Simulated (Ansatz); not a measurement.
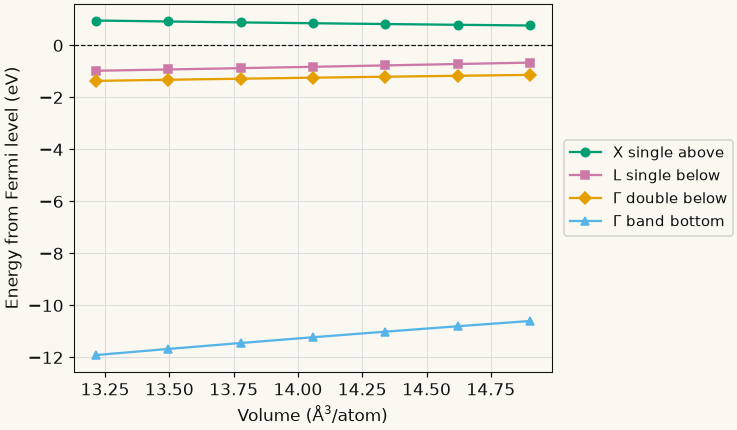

Levels at named k points against volume, from the Fermi level of each run. Each is named by its point, its degeneracy (spin aside) and its side of the Fermi level at the middle volume, where it is the nearest level on that side; the band bottom is the lowest valence level above the core-like shells.

System: fcc Ir, space group Fm-3m, 1 atom in the primitive cell. The cell is scaled at fixed shape and fractional positions; at the middle volume, cubic a = 3.831 Å. Method: PBE, Ansatz PAW, no spin polarisation, no spin-orbit coupling, 12×12×12 k mesh, 420 eV cutoff, Fermi-Dirac smearing of 0.05 eV (Ansatz 0.2.0).

> How does each level move against the Fermi level from 13.22 Å³/atom to 14.90 Å³/atom?

X single above goes from +0.95 to +0.76 eV, L single below goes from −0.98 to −0.66 eV, Γ double below goes from −1.37 to −1.14 eV and Γ band bottom goes from −11.91 to −10.60 eV.

> How does the occupied bandwidth scale with volume?

The Fermi level lies 11.91 eV above the band bottom at the smallest volume and 10.60 eV at the largest, a power law of about V^−0.97.

> Does any of these levels cross the Fermi level?

No: each stays on its side over the whole range; the nearest approach is 0.66 eV.

| volume | X single above (eV) | L single below (eV) | Γ double below (eV) | Γ band bottom (eV) |
| --- | --- | --- | --- | --- |
| 13.22 Å³/atom | 0.95 | −0.98 | −1.37 | −11.91 |
| 13.50 Å³/atom | 0.92 | −0.93 | −1.32 | −11.68 |
| 13.78 Å³/atom | 0.88 | −0.88 | −1.28 | −11.45 |
| 14.06 Å³/atom | 0.85 | −0.82 | −1.24 | −11.23 |
| 14.34 Å³/atom | 0.82 | −0.77 | −1.21 | −11.01 |
| 14.62 Å³/atom | 0.79 | −0.72 | −1.17 | −10.80 |
| 14.90 Å³/atom | 0.76 | −0.66 | −1.14 | −10.60 |

Spin-orbit coupling is left out, which matters for Ir. The Fermi level is that of this mesh and smearing. The pressure runs from 40 to −9 GPa along the series.
